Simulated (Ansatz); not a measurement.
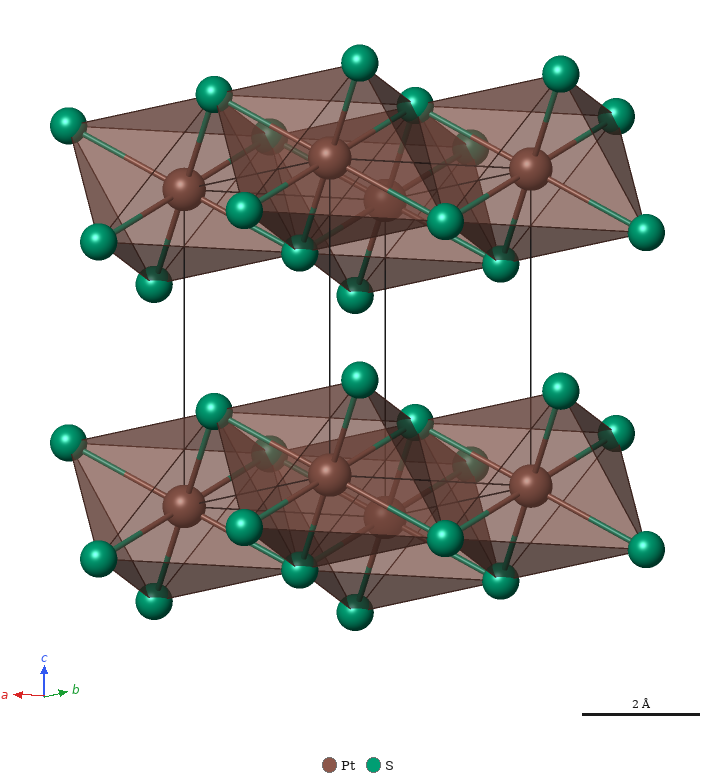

*The structure as given in the input (polyhedral view of the cell of the calculation, seen at an oblique angle; polyhedra are completed across the faces of the cell). An atom can appear more than once, as a periodic image.*

# Geometry relaxation, with input and output: PtS₂ (part 1 of 2)

- system: PtS₂ (P-3m1, 3 atoms in the cell)
- method: DFT r2SCAN, scalar-relativistic, plane waves, PAW, no spin polarisation (Ansatz 0.2.0)

The structure derives from an entry of the Crystallography Open Database.

**Input file**
```yaml
crystal:
  lattice:
    - [3.5522497203, 0.0, 0.0]
    - [-1.7761248602, 3.0763384984, 0.0]
    - [0.0, 0.0, 5.5496851904]
  atoms:
    - { symbol: Pt, position: [0.0, 0.0, 0.0] }
    - { symbol: S, position: [0.3333333333, 0.6666666667, 0.2218432457] }
    - { symbol: S, position: [0.6666666667, 0.3333333333, 0.7781567543] }
basis:
  ecutwfc: 500
kpoints:
  mp_grid: { grid: [12, 12, 6] }
hamiltonian:
  xc: r2scan
scf:
  occupations: { method: gaussian, width: 0.02 }
output:
  forces: true
  stress: true
  eigenvalues: true
  write_density: true
  write_potential: true
  elf: true
  volumetric_format: npy
relax:
  adjacent_minimum: "off"
  f_tol: 0.005
  max_steps: 80
  cell: { stress_tol: 0.05 }
```

Run on 1 thread of Arm Neoverse V2, 24 GiB of memory available, shared host.

Run as:
```bash
ansatz run input.yaml --threads 1 --pin off --max-ram 2560MiB --backend cpu --events-out ev --progress --plain --runs-dir out
```

**What the program printed**
```
Engine: ansatz 0.2.0, aarch64-unknown-linux-gnu
Pseudopotentials: kind: paw
Pseudopotential: Pt, paw, valence charge 18, recommended cutoff 500 eV (meta_gga), Pt.paw.azcp
Pseudopotential: S, paw, valence charge 6, recommended cutoff 500 eV (meta_gga), S.paw.azcp
Functional definition: r2SCAN
  parameter k0 = 0.174
  parameter k1 = 0.065
  parameter a1 = 4.9479
  exchange = r2scan_x(k0 = k0, k1 = k1, a1 = a1)
  correlation = r2scan_c
Crystal: 3 atoms, lattice volume = 60.647 Å³
Basis set: ecut = 500 eV, 1533 PW (Γ), exchange–correlation on 108×108×180 points (64 copies of the dense FFT grid, shifted against one another)
Bands: 19, of which v1, the nominal top of the filled ones, is band 15 counted from 1 (14 counted from 0)
Symmetry: 12 space group operations
Space group: P-3m1 (ITA 164), of the structure as read, at distance tolerance 3.9e-5 Å
k-points: 100 of 864
Non-local potential: Pt, projectors of the file, l = 0: 3, l = 1: 2, l = 2: 2, l = 3: 1
Non-local potential: S, projectors of the file, l = 0: 2, l = 1: 2, l = 2: 2
PAW form: soft (Blöchl's): semilocal exchange-correlation on the pseudo side does not see the compensation charge
PAW frozen core: Pt, regenerated for the run's functional (the file was generated under x = pbe(κ = 0.804, μ = 0.2195149727645171), c = pbe(β = 0.06672455060314922))
PAW frozen core: S, regenerated for the run's functional (the file was generated under x = pbe(κ = 0.804, μ = 0.2195149727645171), c = pbe(β = 0.06672455060314922))
PAW one-centre angular grid: Pt, 590 points (default); XC on 160 Gauss nodes
PAW one-centre angular grid: S, 302 points (default); XC on 160 Gauss nodes
Initial density: superposition of atomic densities (neutral atoms: chi_scale 0, normalization atom), corrected by the library's trained network
Initial wavefunctions: pseudopotential atomic-orbital guess
Functional: x = r2scan, c = r2scan; τ floored in thin density (d = 2e-4 eV/Å³)
SCF iter   1: F=—  HF=-14349.736605 eV  |F-HF|=—  |Δ(HF+E_count)|=         —  Δρ=8.56e-3  dr2=4.55e-2  dr2_τ=8.67e-2  ethr=1.77e-3  ⟨swp⟩=6.0  Hψ=10314  notcnv=0
preconditioner: auto → Resta (q_TF=auto, 2.426 Å⁻¹)  ε∞=5.9  [insulator: Δε(μ)=1.119 eV  Ē_g=10.085 eV  σ=0.020 eV  W_gap=1.00  n_scr=22 (ndim 8)  ℏωp=22.4 eV  f_vac=0.057  D(μ)=0.00/eV (n_scr^D=0)  ε∞_Penn≈5.9]
SCF iter   2: F=—  HF=-14349.768902 eV  |F-HF|=—  |Δ(HF+E_count)|=   3.23e-2  Δρ=4.91e-3  dr2=5.75e-3  dr2_τ=2.85e-3  ethr=1.52e-4  ⟨swp⟩=2.4  Hψ=4068  notcnv=0
SCF iter   3: F=—  HF=-14349.769546 eV  |F-HF|=—  |Δ(HF+E_count)|=   6.44e-4  Δρ=2.79e-3  dr2=1.52e-3  dr2_τ=1.04e-4  ethr=1.92e-5  ⟨swp⟩=2.3  Hψ=2380  notcnv=0
SCF iter   4: F=—  HF=-14349.770044 eV  |F-HF|=—  |Δ(HF+E_count)|=   4.98e-4  Δρ=2.55e-4  dr2=2.70e-5  dr2_τ=2.45e-6  ethr=5.07e-6  ⟨swp⟩=3.0  Hψ=3251  notcnv=0
SCF iter   5: F=—  HF=-14349.770052 eV  |F-HF|=—  |Δ(HF+E_count)|=   8.00e-6  Δρ=6.15e-5  dr2=2.94e-6  dr2_τ=2.51e-7  ethr=9.00e-8  ⟨swp⟩=2.5  Hψ=3277  notcnv=0
SCF iter   6: F=—  HF=-14349.770053 eV  |F-HF|=—  |Δ(HF+E_count)|=   1.07e-6  Δρ=1.25e-5  dr2=1.19e-7  dr2_τ=5.54e-9  ethr=9.81e-9  ⟨swp⟩=2.9  Hψ=2973  notcnv=0
SCF iter   7: F=-14349.770053 eV  HF=-14349.770053 eV  |F-HF|=2.48e-9  |Δ(HF+E_count)|=   8.85e-8  Δρ=2.96e-6  dr2=6.18e-9  dr2_τ=3.68e-10  ethr=3.33e-10  ⟨swp⟩=8.3  Hψ=12031  notcnv=0
SCF 1 converged in 7 iterations: F = -14349.770053 eV  dr2 = 6.18e-9
  greatest PAW one-centre occupation: 1.000 electrons in one spin orbital (limit 2), on the Pt atom at site 0 (counted from 0), in its partial waves of l = 0
relax step   1: F+E_penalty+E_count = -14349.77005287 eV  Δ(F+E_penalty+E_count) = +0.000e0 eV  max|allowed force component| = 6.326e-3 eV/Å  Δτ_max = 0.0000 Å  P = -0.092 GPa  Ω = 60.647 Å³  (7 SCF iters, dr2 threshold 1.00e-7 eV, accepted)
Crystal: 3 atoms, lattice volume = 60.686 Å³
Initial density: handed on by an earlier stage of this run
Initial wavefunctions: those handed on with the density
iter 1 solved again at ethr=6.93e-8 eV; its pass at ethr=3.10e-3 eV (dr2=2.08e-5 eV) is discarded
SCF iter   1: F=—  HF=-14349.769874 eV  |F-HF|=—  |Δ(HF+E_count)|=         —  Δρ=2.73e-4  dr2=1.73e-5  dr2_τ=4.06e-4  ethr=6.93e-8  ⟨swp⟩=3.0  Hψ=12051  notcnv=0
preconditioner: auto → Resta (q_TF=auto, 2.426 Å⁻¹)  ε∞=5.9  [insulator: Δε(μ)=1.219 eV  Ē_g=10.076 eV  σ=0.020 eV  W_gap=1.00  n_scr=22 (ndim 8)  ℏωp=22.4 eV  f_vac=0.063  D(μ)=0.00/eV (n_scr^D=0)  ε∞_Penn≈5.9]
SCF iter   2: F=—  HF=-14349.770179 eV  |F-HF|=—  |Δ(HF+E_count)|=   3.05e-4  Δρ=1.54e-4  dr2=5.16e-6  dr2_τ=5.29e-7  ethr=5.76e-8  ⟨swp⟩=2.0  Hψ=3670  notcnv=0
SCF iter   3: F=—  HF=-14349.770183 eV  |F-HF|=—  |Δ(HF+E_count)|=   3.66e-6  Δρ=4.01e-5  dr2=4.38e-7  dr2_τ=1.17e-7  ethr=1.72e-8  ⟨swp⟩=2.5  Hψ=2849  notcnv=0
SCF iter   4: F=-14349.770183 eV  HF=-14349.770183 eV  |F-HF|=1.82e-8  |Δ(HF+E_count)|=   3.51e-7  Δρ=9.02e-6  dr2=5.96e-8  dr2_τ=1.08e-8  ethr=2.47e-10  ⟨swp⟩=10.0  Hψ=14744  notcnv=0
SCF 2 converged in 4 iterations: F = -14349.770183 eV  dr2 = 5.96e-8
relax step   2: F+E_penalty+E_count = -14349.77018348 eV  Δ(F+E_penalty+E_count) = -1.306e-4 eV  max|allowed force component| = 3.370e-3 eV/Å  Δτ_max = 0.0015 Å  P = +0.057 GPa  Ω = 60.686 Å³  energy of the carried Pulay correction = -8.125e-6 eV  (4 SCF iters, dr2 threshold 7.40e-8 eV, accepted)
Crystal: 3 atoms, lattice volume = 60.960 Å³
Basis set: ecut = 500 eV, 1557 PW (Γ), exchange–correlation on 108×108×180 points (64 copies of the dense FFT grid, shifted against one another)
iter 1 solved again at ethr=3.42e-7 eV; its pass at ethr=3.10e-3 eV (dr2=1.02e-4 eV) is discarded
SCF iter   1: F=—  HF=-14349.768651 eV  |F-HF|=—  |Δ(HF+E_count)|=         —  Δρ=5.64e-4  dr2=8.00e-5  dr2_τ=1.70e-3  ethr=3.42e-7  ⟨swp⟩=3.0  Hψ=11870  notcnv=0
preconditioner: auto → Resta (q_TF=auto, 2.424 Å⁻¹)  ε∞=5.9  [insulator: Δε(μ)=1.244 eV  Ē_g=10.075 eV  σ=0.020 eV  W_gap=1.00  n_scr=22 (ndim 8)  ℏωp=22.3 eV  f_vac=0.071  D(μ)=0.00/eV (n_scr^D=0)  ε∞_Penn≈5.9]
SCF iter   2: F=—  HF=-14349.770237 eV  |F-HF|=—  |Δ(HF+E_count)|=   1.59e-3  Δρ=3.54e-4  dr2=2.75e-5  dr2_τ=2.18e-6  ethr=2.67e-7  ⟨swp⟩=2.0  Hψ=3802  notcnv=0
SCF iter   3: F=—  HF=-14349.770251 eV  |F-HF|=—  |Δ(HF+E_count)|=   1.41e-5  Δρ=7.75e-5  dr2=1.60e-6  dr2_τ=4.38e-7  ethr=9.18e-8  ⟨swp⟩=2.9  Hψ=3086  notcnv=0
SCF iter   4: F=—  HF=-14349.770255 eV  |F-HF|=—  |Δ(HF+E_count)|=   3.58e-6  Δρ=1.89e-5  dr2=1.64e-7  dr2_τ=1.41e-8  ethr=5.34e-9  ⟨swp⟩=2.2  Hψ=2915  notcnv=0
SCF iter   5: F=—  HF=-14349.770255 eV  |F-HF|=—  |Δ(HF+E_count)|=   9.34e-8  Δρ=9.93e-6  dr2=8.09e-8  dr2_τ=5.99e-9  ethr=5.46e-10  ⟨swp⟩=2.5  Hψ=3065  notcnv=0
SCF iter   6: F=-14349.770255 eV  HF=-14349.770255 eV  |F-HF|=1.63e-9  |Δ(HF+E_count)|=   1.05e-9  Δρ=4.36e-6  dr2=1.02e-8  dr2_τ=4.45e-10  ethr=5.48e-11  ⟨swp⟩=6.4  Hψ=11658  notcnv=0
SCF 3 converged in 6 iterations: F = -14349.770255 eV  dr2 = 1.02e-8
relax step   3: F+E_penalty+E_count = -14349.77025476 eV  Δ(F+E_penalty+E_count) = -7.128e-5 eV  max|allowed force component| = 7.105e-3 eV/Å  Δτ_max = 0.0062 Å  P = +0.093 GPa  Ω = 60.960 Å³  energy of the carried Pulay correction = -6.480e-5 eV  (6 SCF iters, dr2 threshold 1.64e-8 eV, accepted)
Crystal: 3 atoms, lattice volume = 61.190 Å³
Basis set: ecut = 500 eV, 1581 PW (Γ), exchange–correlation on 108×108×180 points (64 copies of the dense FFT grid, shifted against one another)
iter 1 solved again at ethr=1.73e-7 eV; its pass at ethr=3.10e-3 eV (dr2=5.19e-5 eV) is discarded
SCF iter   1: F=—  HF=-14349.769312 eV  |F-HF|=—  |Δ(HF+E_count)|=         —  Δρ=4.01e-4  dr2=4.36e-5  dr2_τ=9.81e-4  ethr=1.73e-7  ⟨swp⟩=3.0  Hψ=11906  notcnv=0
preconditioner: auto → Resta (q_TF=auto, 2.423 Å⁻¹)  ε∞=5.9  [insulator: Δε(μ)=1.259 eV  Ē_g=10.071 eV  σ=0.020 eV  W_gap=1.00  n_scr=22 (ndim 8)  ℏωp=22.3 eV  f_vac=0.073  D(μ)=0.00/eV (n_scr^D=0)  ε∞_Penn≈5.9]
SCF iter   2: F=—  HF=-14349.770238 eV  |F-HF|=—  |Δ(HF+E_count)|=   9.25e-4  Δρ=2.51e-4  dr2=1.37e-5  dr2_τ=1.46e-6  ethr=1.45e-7  ⟨swp⟩=2.0  Hψ=3803  notcnv=0
SCF iter   3: F=—  HF=-14349.770248 eV  |F-HF|=—  |Δ(HF+E_count)|=   9.91e-6  Δρ=8.01e-5  dr2=1.59e-6  dr2_τ=2.45e-7  ethr=4.57e-8  ⟨swp⟩=2.1  Hψ=3095  notcnv=0
SCF iter   4: F=—  HF=-14349.770249 eV  |F-HF|=—  |Δ(HF+E_count)|=   1.27e-6  Δρ=1.09e-5  dr2=5.94e-8  dr2_τ=1.73e-9  ethr=5.29e-9  ⟨swp⟩=2.5  Hψ=3038  notcnv=0
SCF iter   5: F=-14349.770249 eV  HF=-14349.770249 eV  |F-HF|=8.88e-9  |Δ(HF+E_count)|=   4.42e-8  Δρ=5.57e-6  dr2=2.08e-8  dr2_τ=3.77e-9  ethr=7.40e-11  ⟨swp⟩=8.3  Hψ=11704  notcnv=0
SCF 4 converged in 5 iterations: F = -14349.770249 eV  dr2 = 2.08e-8
relax step   4: F+E_penalty+E_count = -14349.77024898 eV  Δ(F+E_penalty+E_count) = +5.785e-6 eV  max|allowed force component| = 1.326e-3 eV/Å  Δτ_max = 0.0040 Å  P = +0.021 GPa  Ω = 61.190 Å³  energy of the carried Pulay correction = -1.122e-4 eV  (5 SCF iters, dr2 threshold 2.22e-8 eV, accepted)
Initial wavefunctions: pseudopotential atomic-orbital guess (no wavefunctions were taken with the density)
iter 1 solved again at ethr=1.70e-7 eV; its pass at ethr=3.10e-3 eV (dr2=5.11e-5 eV) is discarded
SCF iter   1: F=—  HF=-14349.770310 eV  |F-HF|=—  |Δ(HF+E_count)|=         —  Δρ=8.55e-5  dr2=1.21e-7  dr2_τ=3.26e-7  ethr=1.70e-7  ⟨swp⟩=3.2  Hψ=15617  notcnv=0
preconditioner: auto → Resta (q_TF=auto, 2.423 Å⁻¹)  ε∞=5.9  [insulator: Δε(μ)=1.258 eV  Ē_g=10.073 eV  σ=0.020 eV  W_gap=1.00  n_scr=22 (ndim 8)  ℏωp=22.3 eV  f_vac=0.073  D(μ)=0.00/eV (n_scr^D=0)  ε∞_Penn≈5.9]
SCF iter   2: F=—  HF=-14349.770354 eV  |F-HF|=—  |Δ(HF+E_count)|=   4.37e-5  Δρ=4.31e-5  dr2=2.86e-8  dr2_τ=5.13e-7  ethr=4.04e-10  ⟨swp⟩=2.2  Hψ=3123  notcnv=0
SCF iter   3: F=—  HF=-14349.770357 eV  |F-HF|=—  |Δ(HF+E_count)|=   3.36e-6  Δρ=5.04e-6  dr2=4.74e-9  dr2_τ=6.45e-9  ethr=9.53e-11  ⟨swp⟩=2.0  Hψ=3002  notcnv=0
SCF iter   4: F=—  HF=-14349.770357 eV  |F-HF|=—  |Δ(HF+E_count)|=   3.25e-8  Δρ=6.57e-7  dr2=2.90e-10  dr2_τ=2.91e-11  ethr=1.58e-11  ⟨swp⟩=2.0  Hψ=2812  notcnv=0
SCF iter   5: F=-14349.770357 eV  HF=-14349.770357 eV  |F-HF|=5.28e-11  |Δ(HF+E_count)|=  6.18e-11  Δρ=1.73e-7  dr2=1.90e-11  dr2_τ=2.76e-12  ethr=1.00e-12  ⟨swp⟩=5.0  Hψ=10291  notcnv=0
SCF 5 converged in 5 iterations: F = -14349.770357 eV  dr2 = 1.90e-11
relax step   5: F+E_penalty+E_count = -14349.77035709 eV  Δ(F+E_penalty+E_count) = -1.081e-4 eV  max|allowed force component| = 1.297e-3 eV/Å  Δτ_max = 0.0000 Å  P = +0.022 GPa  Ω = 61.190 Å³  stress off target by 2.50e-2 GPa  SCF on the basis re-selected at this cell (its energy is not comparable with the rows above)  (5 SCF iters)
```

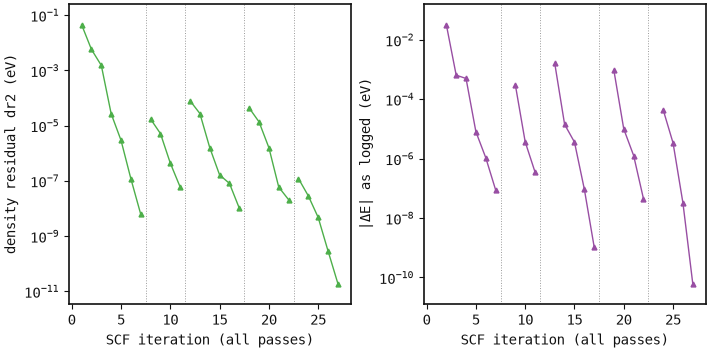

*Convergence of the self-consistent field: density residual dr2 and size of the energy change against the SCF iteration. The dotted lines part the SCF passes of the relaxation: geometry steps, rejected trials and re-solves on a re-selected basis.*

The 5 passes take 4 to 7 iterations each, 27 in all.
